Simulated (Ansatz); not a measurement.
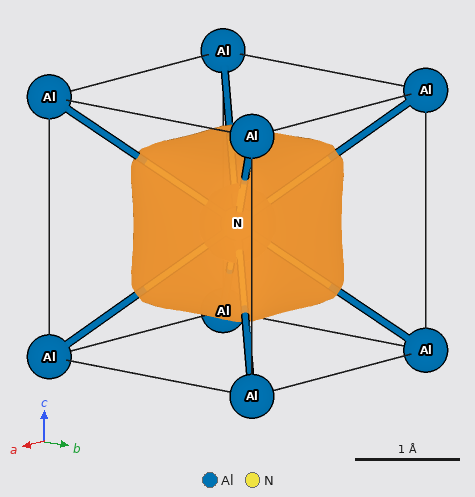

AlN. Isosurface of the electron localisation function at 0.6 (orange), seen at an oblique angle. Only the valence region is drawn (cores and ρ < 0.01 e/Å³ removed). Sticks mark near contacts.

Space group Pm-3m; started from the CsCl prototype, which need not be the ambient phase.

These are results of DFT, PBEsol, plane waves, PAW (Ansatz), not measurements.

Core electrons are frozen (PAW), and the valence fields are smoothed inside the atomic spheres.

```
Al N
1.0
     2.58546    0.00000    0.00000
     0.00000    2.58546    0.00000
     0.00000    0.00000    2.58546
Al N
1 1
Direct
  0.00000 0.00000 0.00000
  0.50000 0.50000 0.50000
```

**Identify the bonds, lone pairs and shells in this picture.**

The surface consists of one region on N in which the atom's valence shell and bonds are merged, counted in one cell of 2 atoms. Regions shared between cells count once. Profiles from the grid: Al–N (2.24 Å): the ELF peaks at about 0.85 in the valence shell of N, 0.7 Å from its nucleus, and is about 0.65 at the midpoint.
